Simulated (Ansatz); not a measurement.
**TiO2 (I4/m): band gap by G0W0 on LDA**

Aim: the quasiparticle gap of TiO2 (I4/m), starting from LDA.

Program: Ansatz 0.2.0. Level of theory: LDA, then G0W0 on it, plane waves, PAW. Results are calculated unless marked as measured.

## Step 1: Starting point

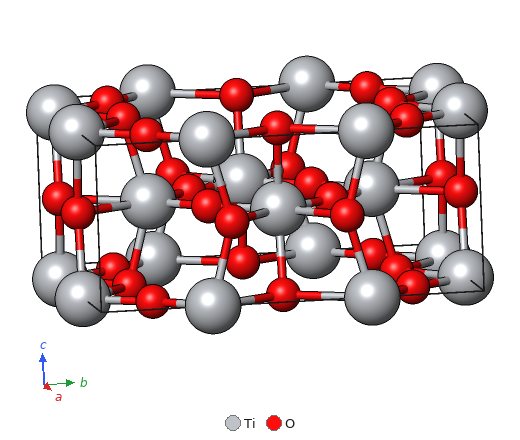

Start, viewed slightly off an axis; titanium light grey, oxygen red. This picture shows the conventional cell, with its axes. Some periodic images of atoms are drawn too.

The cell and positions are those that the Materials Project relaxed with its own functionals (PBE, PBE+U or r2SCAN), kept fixed. This is not the form that TiO2 usually takes at ambient conditions. At the settings of the band run the largest force is still 0.18 eV/Å.

The logs state that the PAW files were generated under PBE.

## Step 2: Bands along the symmetry lines

Levels along a band path and on the mesh show where this functional puts the band edges.

This step: DFT, LDA, plane waves, PAW; PAW set soft_1.

input.yaml

```yaml
crystal:
  lattice:
    - [-4.3507577183, 4.3507577183, 1.8875555959]
    - [4.3507577183, -4.3507577183, 1.8875555959]
    - [4.3507577183, 4.3507577183, -1.8875555959]
  atoms:
    - { symbol: Ti, position: [0.2922817, 0.00285525, 0.29513695] }
    - { symbol: Ti, position: [0.00285525, 0.7077183, 0.71057354] }
    - { symbol: Ti, position: [0.99714475, 0.2922817, 0.28942646] }
    - { symbol: Ti, position: [0.7077183, 0.99714475, 0.70486305] }
    - { symbol: O, position: [0.49886382, 0.15078472, 0.64964854] }
    - { symbol: O, position: [0.16166201, 0.8403974, 0.00205942] }
    - { symbol: O, position: [0.15078471, 0.50113618, 0.65192089] }
    - { symbol: O, position: [0.15960259, 0.16166201, 0.32126461] }
    - { symbol: O, position: [0.8403974, 0.83833799, 0.67873539] }
    - { symbol: O, position: [0.84921528, 0.49886382, 0.34807911] }
    - { symbol: O, position: [0.83833799, 0.15960259, 0.99794058] }
    - { symbol: O, position: [0.50113618, 0.84921529, 0.35035146] }
kpoints:
  mp_grid: { grid: [6, 6, 6] }
  band_path:
    path:
      - [[0.0, 0.0, 0.0], [-0.5, 0.5, 0.0], [-0.5, 0.5, 0.5], [0.0, 0.0, 0.0], [-0.29705543, -0.29705543, 0.29705543]]
      - [[-0.70294457, 0.29705543, 0.70294457], [-0.5, 0.5, 0.5]]
      - [[-0.5, 0.5, 0.0], [-0.75, 0.25, 0.25], [-0.5, 0.0, 0.5], [0.0, 0.0, 0.0]]
    npoints: 10
hamiltonian:
  xc: lda
  pseudopotentials: { kind: paw, azcp: { folder: soft_1 }, xc_functional: pbe }
scf:
  occupations: { method: fermi_dirac, width: 0.02 }
  n_extra_bands: 8
output:
  eigenvalues: true
  forces: true
  stress: true
  write_density: true
  write_potential: true
  elf: true
  volumetric_format: npy
```

Run with:

```bash
ansatz run input.yaml --threads 3 --pin off --max-ram 92160MiB --backend cuda --events-out ev --progress --plain --runs-dir out --devices 1 --max-vram 13GiB
```

Numbers of over 12 decimals in the logs are rounded to 6 here.

Output:

```text
scf.n_extra_bands = 8 over 48 filled bands (N_el = 96.0): the run solves 56 bands
GPUs: using 1 of 1 available (devices: 1).
Engine: ansatz 0.2.0, x86_64-unknown-linux-gnu
Pseudopotentials: kind: paw
Pseudopotential: Ti, paw, valence charge 12, recommended cutoff 420 eV (normal), soft_1/Ti.paw.azcp
Pseudopotential: O, paw, valence charge 6, recommended cutoff 420 eV (normal), soft_1/O.paw.azcp
Functional definition: SPW92
  exchange = slater_x
  correlation = pw_c
device memory: the entry about to start is reckoned to put 5.2 GiB on a device that reports 31.8 GiB free (of which the cap on the GPU budget leaves the run 13.0 GiB)
GPU FFT provider: cuFFT
GPU libraries: cuBLAS 13.8.2, cuFFT 12.4.0, cuSOLVER 12.3.4
Crystal: 12 atoms, lattice volume = 142.919 Å³
Basis set: ecut = 420 eV, 2795 PW (Γ)
Bands: 56, of which v1, the nominal top of the filled ones, is band 48 counted from 1 (47 counted from 0)
Symmetry: 8 space group operations
Space group: I4/m (ITA 87), of the structure as read, at distance tolerance 5.2e-5 Å
k-points: 36 of 216
Non-local potential: Ti, projectors of the file, l = 0: 3, l = 1: 2, l = 2: 3, l = 3: 1
Non-local potential: O, projectors of the file, l = 0: 2, l = 1: 2, l = 2: 1
PAW form: soft (Blöchl's): semilocal exchange-correlation on the pseudo side does not see the compensation charge
PAW frozen core: Ti, regenerated for the run's functional, and the local potential with it (the file was generated under x = pbe(κ = 0.804, μ = 0.219515), c = pbe(β = 0.066725))
PAW frozen core: O, regenerated for the run's functional, and the local potential with it (the file was generated under x = pbe(κ = 0.804, μ = 0.219515), c = pbe(β = 0.066725))
PAW one-centre angular grid: Ti, 590 points (default); XC on 64 Gauss nodes
PAW one-centre angular grid: O, 110 points (default); XC on 64 Gauss nodes
Initial density: superposition of atomic densities (chi_scale 0.1, normalization cell, long waves kept (reshape's long-wave potential 0.09 eV rms))
Initial wavefunctions: pseudopotential atomic-orbital guess
GPU buffer pool allocated for 91125 grid points (all kernels)
GPU transforms: local potential and band sums: pruned to the plane-wave sphere, on 45×45×45
Functional: x = slater, c = lda
SCF iter   1: F=—  HF=-14261.280350 eV  |F-HF|=—  |Δ(HF+E_count)|=         —  Δρ=5.02e-2  dr2=4.38e0  ethr=3.10e-3  ⟨swp⟩=5.1  Hψ=6976  notcnv=0
preconditioner: auto → Resta (q_TF=auto, 2.553 Å⁻¹)  ε∞=8.2  [insulator: Δε(μ)=1.144 eV  Ē_g=9.244 eV  σ=0.020 eV  W_gap=1.00  n_scr=44 (ndim 8)  ℏωp=24.8 eV  f_vac=0.049  D(μ)=0.00/eV (n_scr^D=0)  ε∞_Penn≈8.2]
SCF iter   2: F=—  HF=-14260.674006 eV  |F-HF|=—  |Δ(HF+E_count)|=   6.06e-1  Δρ=2.97e-2  dr2=1.49e0  ethr=3.10e-3  ⟨swp⟩=2.4  Hψ=3322  notcnv=0  defer=95
SCF iter   3: F=—  HF=-14260.415211 eV  |F-HF|=—  |Δ(HF+E_count)|=   2.59e-1  Δρ=2.29e-2  dr2=9.54e-1  ethr=1.55e-3  ⟨swp⟩=2.0  Hψ=3122  notcnv=0  defer=95
SCF iter   4: F=—  HF=-14260.262502 eV  |F-HF|=—  |Δ(HF+E_count)|=   1.53e-1  Δρ=6.16e-3  dr2=8.74e-2  ethr=9.94e-4  ⟨swp⟩=2.0  Hψ=3252  notcnv=0  defer=95
SCF iter   5: F=—  HF=-14260.256883 eV  |F-HF|=—  |Δ(HF+E_count)|=   5.62e-3  Δρ=6.05e-3  dr2=6.36e-2  ethr=9.10e-5  ⟨swp⟩=2.1  Hψ=3198  notcnv=0  defer=95
SCF iter   6: F=—  HF=-14260.250996 eV  |F-HF|=—  |Δ(HF+E_count)|=   5.89e-3  Δρ=1.64e-3  dr2=6.32e-3  ethr=6.63e-5  ⟨swp⟩=2.0  Hψ=2978  notcnv=0  defer=95
SCF iter   7: F=—  HF=-14260.253061 eV  |F-HF|=—  |Δ(HF+E_count)|=   2.07e-3  Δρ=4.35e-4  dr2=4.47e-4  ethr=6.58e-6  ⟨swp⟩=2.0  Hψ=2656  notcnv=0  defer=95
SCF iter   8: F=—  HF=-14260.252820 eV  |F-HF|=—  |Δ(HF+E_count)|=   2.41e-4  Δρ=1.59e-4  dr2=5.54e-5  ethr=4.65e-7  ⟨swp⟩=2.0  Hψ=2678  notcnv=0  defer=95
SCF iter   9: F=—  HF=-14260.253392 eV  |F-HF|=—  |Δ(HF+E_count)|=   5.72e-4  Δρ=3.44e-5  dr2=1.98e-6  ethr=5.77e-8  ⟨swp⟩=2.0  Hψ=2990  notcnv=0  defer=95
SCF iter  10: F=—  HF=-14260.253392 eV  |F-HF|=—  |Δ(HF+E_count)|=   3.06e-7  Δρ=9.20e-6  dr2=1.26e-7  ethr=2.06e-9  ⟨swp⟩=2.0  Hψ=2946  notcnv=0  defer=95
SCF iter  11: F=-14260.253392 eV  HF=-14260.253392 eV  |F-HF|=2.18e-9  |Δ(HF+E_count)|=   5.06e-8  Δρ=2.71e-6  dr2=1.13e-8  ethr=1.04e-10  ⟨swp⟩=18.2  Hψ=20903  notcnv=0
SCF 1 converged in 11 iterations: F = -14260.253392 eV  dr2 = 1.13e-8
  greatest PAW one-centre occupation: 0.998 electrons in one spin orbital (limit 2), on the Ti atom at site 3 (counted from 0), in its partial waves of l = 0
device memory: the entry about to start is reckoned to put 4.1 GiB on a device that reports 37.6 GiB free (of which the cap on the GPU budget leaves the run 13.0 GiB)
NSCF: frozen V_eff on 83 k-points
SCF converged after 11 iterations
Free energy (F): -14260.253392 eV
Harris-Foulkes:  -14260.253392 eV  (|F-HF|=2.18e-9)
Internal energy: -14260.253392 eV  (E = F + TS)
E sigma→0 (E₀):  -14260.253392 eV
Fermi energy:    7.136821 eV
--- Per-component energies (eV) ---
  E_band       = -994.291207
  E_kinetic    = 2450.257696
  E_local      = -8204.986866  (includes V_loc(G=0)·N_el)
  E_nonlocal   = 681.172457
  E_hartree    = 3211.121572
  E_xc         = -1022.883021
  E_vxc        = -1303.199252  (∫ρ·V_xc dr)
  E_paw        = -5179.718004  (= ΣΔE_a)
  E_vpaw       = -1039.782794  (= ΣTr[D̂ρ^β])
  E_aug_tail   = 0.006016  (compensation charges beyond the density's cutoff)
  E_ewald      = -6197.302418
  E_core_change = 2.079174  (= ΣΔE_core)
  E_smearing   = -0.000000  (= −TS)
  E_closure    = -0.000000  (closes the sum)
  Σ components = -14260.253392   (vs F -14260.253392, Δ=0.00e0)
--- Forces (eV/Å), atoms counted from 1 ---
  atom   1  Ti     0.02464150    -0.18050781     0.00000000
  atom   2  Ti     0.18050781     0.02464150     0.00000000
  atom   3  Ti    -0.18050781    -0.02464150     0.00000000
  atom   4  Ti    -0.02464150     0.18050781     0.00000000
  atom   5  O     -0.05889503     0.00406163     0.00000000
  atom   6  O     -0.00527983    -0.06705547    -0.00000000
  atom   7  O     -0.00406163    -0.05889503     0.00000000
  atom   8  O     -0.06705547     0.00527983     0.00000000
  atom   9  O      0.06705547    -0.00527983     0.00000000
  atom  10  O      0.00406163     0.05889503     0.00000000
  atom  11  O      0.00527983     0.06705547     0.00000000
  atom  12  O      0.05889503    -0.00406163     0.00000000
  max |Σ_I F_I| component: 2.69e-17 eV/Å
--- Stress (GPa, compression-positive) ---
       -7.923110      -0.000000       0.000000
        0.000000      -7.923110       0.000000
        0.000000       0.000000      -7.389365
  P = ⅓ Tr σ = -7.7452 GPa (-77.452 kbar)
--- Band table (eV; the first three rows and the last of 36) ---
  k-point 0: bands = [... 44 lower, 5.4317, 5.4317, 5.4363, 5.6665, 7.9001, 9.3442, 9.3442, 9.4082, ... 4 higher]
  k-point 1: bands = [... 44 lower, 5.2982, 5.4002, 5.4548, 5.7261, 8.0119, 9.2654, 9.2817, 9.3963, ... 4 higher]
  k-point 2: bands = [... 44 lower, 5.2000, 5.3886, 5.4564, 5.7246, 8.3027, 9.0792, 9.1076, 9.5238, ... 4 higher]
  k-point 35: bands = [... 44 lower, 5.1343, 5.2095, 5.2095, 6.3734, 9.1711, 9.1711, 9.2219, 9.4182, ... 4 higher]
```

Elapsed: 16 s, on 1 × NVIDIA H100 80GB HBM3 (shared by 6 runs) with 3 threads of AMD EPYC 7R13 (Zen 3), shared host; peak memory 0.98 GiB; 27 s of CPU time.

In the SCF lines HF is the Harris–Foulkes energy and dr2 the Hartree energy of the density residual, in eV; the loop may stop once dr2 is under the threshold and the program's other checks hold. Hψ counts applications of the Hamiltonian.

This step gave:

* pressure: -7.745 GPa
* filled bands: 48
* gap: 1.527 eV
* valence top at: M
* conduction bottom at: Γ
* least direct gap: 2.234 eV

Over mesh and path the gap is 1.527 eV, from k = (-0.500, 0.500, 0.500) to k = Γ. The least direct gap found is 2.234 eV, at k = Γ. The pressure in this cell is -8 GPa; the cell is kept.

The electronic bands at the labelled points (eV, zero at the top of the highest nominally filled band):

| point | band 45 | band 46 | band 47 | band 48 | band 49 | band 50 | band 51 | band 52 |
| --- | --- | --- | --- | --- | --- | --- | --- | --- |
| Γ | -0.94 | -0.94 | -0.94 | -0.71 | 1.53 | 2.97 | 2.97 | 3.03 |
| X | -1.18 | -0.96 | -0.93 | -0.68 | 2.21 | 2.47 | 2.68 | 3.23 |
| M | -1.24 | -1.16 | -1.16 | 0.00 | 2.80 | 2.80 | 2.85 | 3.04 |
| Γ | -0.94 | -0.94 | -0.94 | -0.71 | 1.53 | 2.97 | 2.97 | 3.03 |
| Z | -1.00 | -0.48 | -0.48 | -0.31 | 2.57 | 3.14 | 3.14 | 3.49 |
| jump to Z0 | -1.00 | -0.48 | -0.48 | -0.31 | 2.57 | 3.14 | 3.14 | 3.49 |
| M | -1.24 | -1.16 | -1.16 | 0.00 | 2.80 | 2.80 | 2.85 | 3.04 |
| jump to X | -1.18 | -0.96 | -0.93 | -0.68 | 2.21 | 2.47 | 2.68 | 3.23 |
| P | -1.22 | -1.12 | -1.01 | -0.19 | 2.54 | 3.07 | 3.07 | 3.31 |
| N | -0.82 | -0.74 | -0.69 | -0.36 | 2.77 | 3.14 | 3.21 | 3.28 |
| Γ | -0.94 | -0.94 | -0.94 | -0.71 | 1.53 | 2.97 | 2.97 | 3.03 |

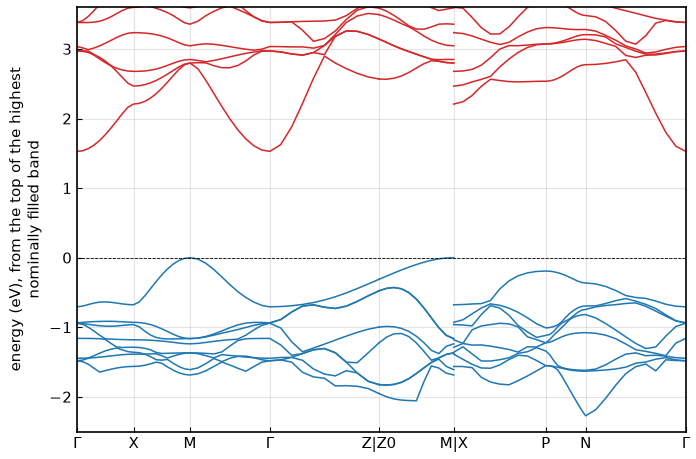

Electronic bands along the path; lines of filled and empty bands in two colours.

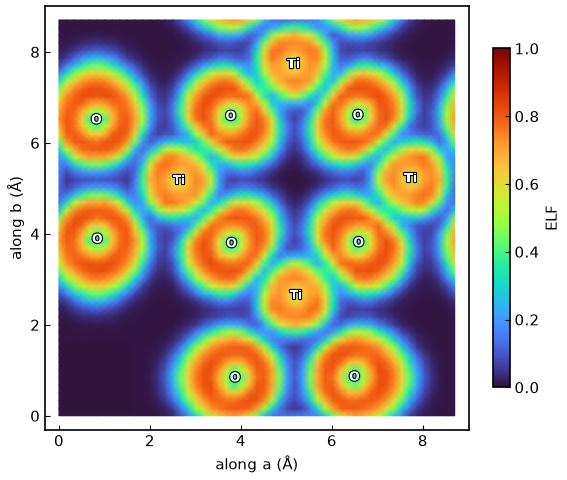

ELF in the ab plane of the conventional cell at fractional z = 0.000, with atoms of Ti and O within 0.2 Å of it. It is the smooth field of the valence electrons, not physical close to the nuclei. The map starts off the cell's origin, so that atoms lie inside it.

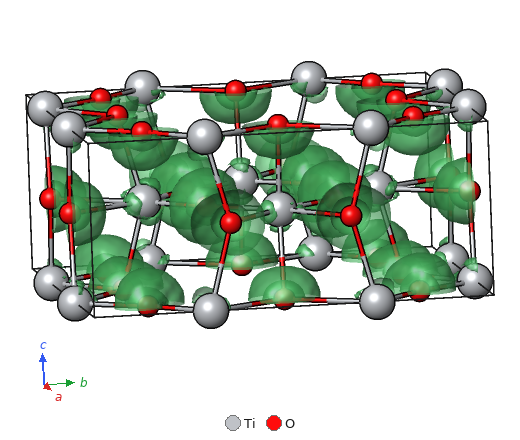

Surface of ELF = 0.75.

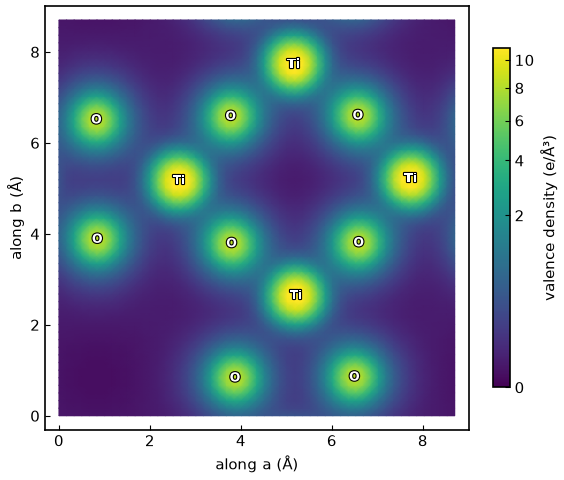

Valence density in the ab plane of the conventional cell at fractional z = 0.000, with atoms of Ti and O within 0.2 Å of it. It is the smooth field of the valence electrons, not physical close to the nuclei. The map starts off the cell's origin, so that atoms lie inside it. The colour scale is stretched toward low values.

(Part 1 of 2 ends here.)

[Paths, hosts, dates, memory and timing lines, banners, echoed tables and standing remarks are left out of the program output.]

[Logs are printed without paths, hosts, clocks, repeated set-up lines and the standing remarks that a program may print on its own settings, such as how far it seeks lower states.]

[Runs of the session that timed out or met a known fault of the program may be left out.]

[Cells called generated may have been cut or substituted from an entry of the Crystallography Open Database or the Materials Project.]

[Hosts, paths, dates, database ids (printed as entryN), source tags and the programs' standing remarks are cut or masked in the printed files.]

[Where an RPA ε∞ is given, it is that of the G0W0 mesh and is not shown converged in it. Names of k-points follow the symmetry that the program found, which can be lower than the space group named. Band edges on a path are those of the sampled points; other points can move an edge, and change direct to indirect where valleys lie close.]

[Hybrid gaps are those of their k-mesh and are not shown converged in it.]
